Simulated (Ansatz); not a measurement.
SiO₂ (space group Fd-3m, No. 227). Coordinates: a calculation's input that goes back to an entry of the Crystallography Open Database (an earlier step may have relaxed or displaced it).

```cif
data_structure
_symmetry_space_group_name_H-M 'Fd-3m:1'
_symmetry_Int_Tables_number 227
_cell_length_a 7.1200
_cell_length_b 7.1200
_cell_length_c 7.1200
_cell_angle_alpha 90.000
_cell_angle_beta 90.000
_cell_angle_gamma 90.000
_cell_volume 360.94
loop_
_atom_site_label
_atom_site_type_symbol
_atom_site_symmetry_multiplicity
_atom_site_Wyckoff_symbol
_atom_site_fract_x
_atom_site_fract_y
_atom_site_fract_z
_atom_site_occupancy
Si1 Si 8 b 0.50000 0.00000 0.00000 1
O1 O 16 d 0.12500 0.12500 0.62500 1
```

Bonds are taken as O–Si below 1.7 Å. Simplification: prune 0- and 1-connected atoms, fold 2-connected ones into links.

Derive the underlying net.

The result is a uninodal 4-connected, three-periodic net: Si is a 4-connected node. O becomes part of the edges. It is the dia net, known from diamond, zinc blende and cristobalite. It is a single net, without interpenetration.

```json
{"node": "Si", "links": "4", "point symbol": "6⁶", "coordination sequence": "4 12 24 42 64 92"}
```

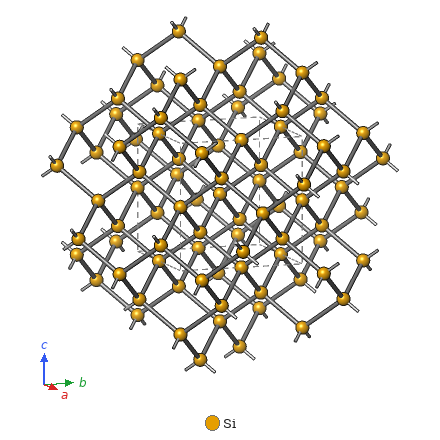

Nodes are coloured by topological kind. Edges to nodes outside the piece are drawn as stubs.
